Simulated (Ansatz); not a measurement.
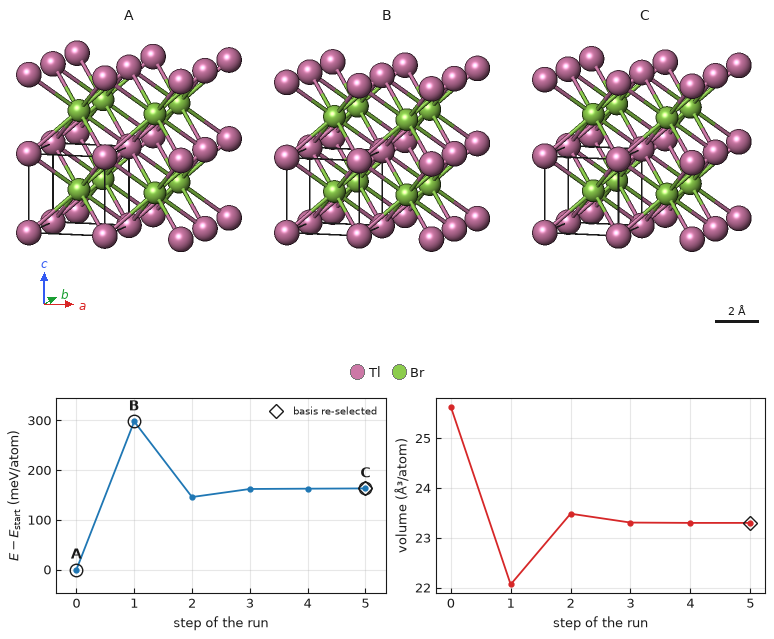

Frames of a relaxation of solid TlBr (set up in Pm-3m), marked on the history of the run. The picture is a ball-and-stick view of the cell of the calculation, repeated 2 × 2 × 2 with one cell outlined, seen slightly off an axis.

Case: relaxed at 15 GPa.

Theory: DFT PBE+D3(BJ), scalar-relativistic, plane waves, PAW in Ansatz 0.2.0. Settings: plane-wave cutoff 420 eV; k-point mesh 8 × 8 × 8; occupations fixed; target pressure 15 GPa; no spin polarisation; cell and atoms relaxed; force threshold 0.001 eV/Å; at most 60 steps.

Q: Describe the path.

A: Over 4 accepted moves (5 points after the start) the energy rises by 163 meV per atom. With the target pressure of 15 GPa, the enthalpy E + pV changes by −55.2 meV per atom. All forces vanish by symmetry, so only the cell relaxes. Pressure: 7.99 GPa at the start and 14.99 GPa at the end. At 1 point the geometry stayed and the basis and grid were re-selected for the new cell (energy shift of 0.5 meV per atom at most each time). No atom moves by more than 0.005 Å relative to the cell. Cell: a = b = c 3.715 → 3.599 Å (−3.1 %). Volume −9.1 %. Some distances before and after: Br–Tl 3.217 → 3.116 Å. The space group stays Pm-3m (No. 221). From step 0 to 1: volume −13.9 %, energy +298 meV per atom. From step 1 to 5: volume +5.6 %, energy −135 meV per atom.
